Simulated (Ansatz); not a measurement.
Ge

The calculation's input:

```
crystal:
  lattice:
    - [3.7632480722, 0.0, 0.0]
    - [-1.8816240361, 3.6751197203, 0.0]
    - [0.0, 0.0, 13.1526505064]
  atoms:
    - { symbol: Ge, position: [0.0, 0.0, 0.4068365158] }
    - { symbol: Ge, position: [0.0, 0.0, 0.5931634842] }
    - { symbol: Ge, position: [0.0, 0.0, 0.9068365158] }
    - { symbol: Ge, position: [0.0, 0.0, 0.0931634842] }
    - { symbol: Ge, position: [0.3333333333, 0.6666666667, 0.34411632] }
    - { symbol: Ge, position: [0.6666666667, 0.3333333333, 0.65588368] }
    - { symbol: Ge, position: [0.6666666667, 0.3333333333, 0.84411632] }
    - { symbol: Ge, position: [0.3333333333, 0.6666666667, 0.15588368] }
basis:
  ecutwfc: 500
kpoints:
  mp_grid: { grid: [12, 12, 4] }
hamiltonian:
  xc: r2scan
scf:
  occupations: { method: gaussian, width: 0.03 }
output:
  forces: true
  stress: true
  eigenvalues: true
  write_density: true
  write_potential: true
  elf: true
  volumetric_format: npy
```

Launched as:

```sh
ansatz run input.yaml --threads 2 --pin off --max-ram 5120MiB --backend cpu --events-out ev --progress --plain --runs-dir out
```

Below, planes, directions and counts refer to the conventional cell (a = 3.76 Å, b = 7.35 Å, c = 13.15 Å, α = 90.00°, β = 90.00°, γ = 90.00°).

Space group Cmcm; a structure from a database of computed crystals, not necessarily the ambient phase; changed on purpose from its base cell (strain -0.0600 x Voigt [1, -1, 0, 0, 0, 0], atoms carried along); not relaxed (largest force 0.7 eV/Å).

These are results of Ansatz 0.2.0, DFT r2SCAN, scalar-relativistic, plane waves, PAW, not measurements.

Core electrons are frozen (PAW), and the valence fields are smoothed inside the atomic spheres.

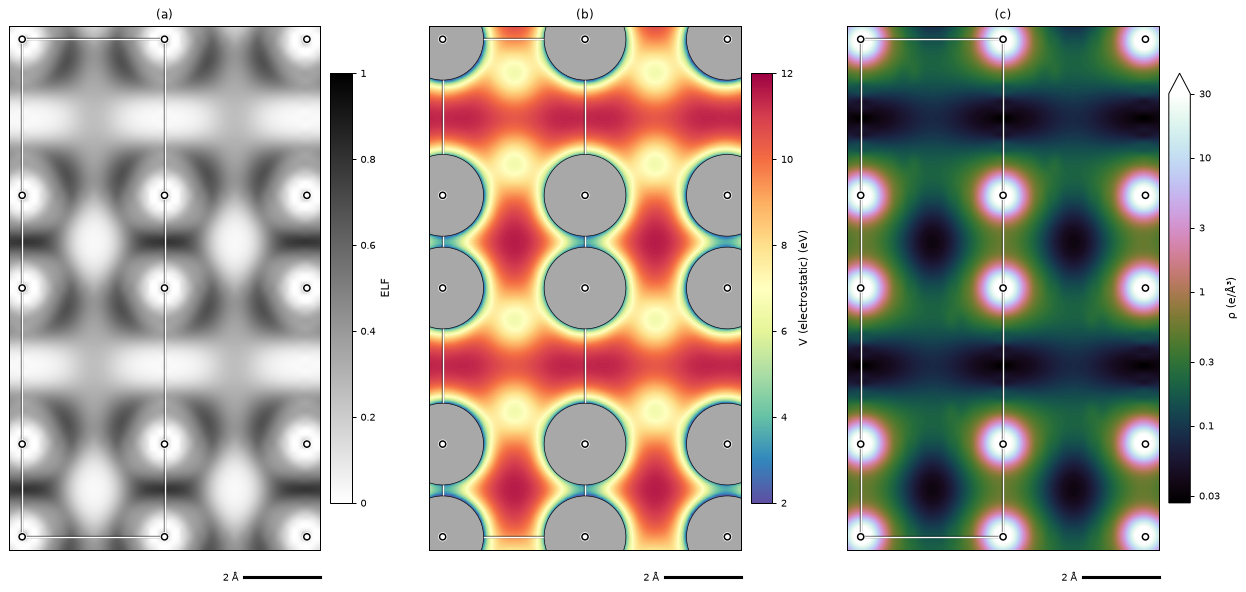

Figure 1. (a) ELF; (b) electrostatic potential energy of an electron; (c) valence electron density on the (010) plane of the conventional cell. Circles mark the nuclei in the plane (Ge). Grey discs cover the atomic cores in the potential map.

Question: What does the map show?

Answer: The section cuts through Ge sites.
Ge–Ge (2.45 Å): ρ is about 0.53 e/Å³ halfway; the ELF peaks at about 0.80 between the atoms.
Between the atoms the lowest density in this plane is 0.03 e/Å³.
Outside the cores the potential energy rises away from the atoms and is highest about 2.2 Å from the nearest atoms; its zero is arbitrary.

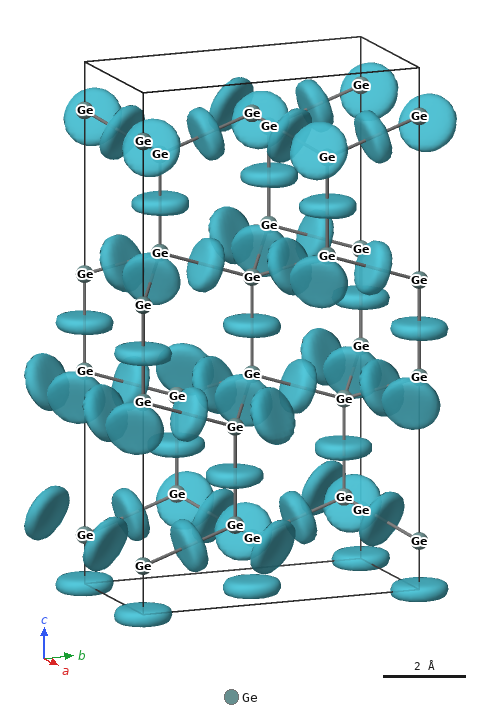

Figure 2. Isosurface of the ELF at 0.65 (cyan), seen slightly off an axis. Core shells and regions of very low density are left out. Sticks mark near contacts.

Question: Identify the bonds, lone pairs and shells in this picture.

Answer: The ELF exceeds this value in 32 regions between bonded Ge–Ge atoms, counted in one cell of 16 atoms. Regions shared between cells count once.


Ge–Ge (2.39 Å): the ELF peaks at about 0.80 between the atoms.

Question: Does the calculation give a band gap?

Answer: It is metallic or semimetallic at this level of theory: no gap opens.
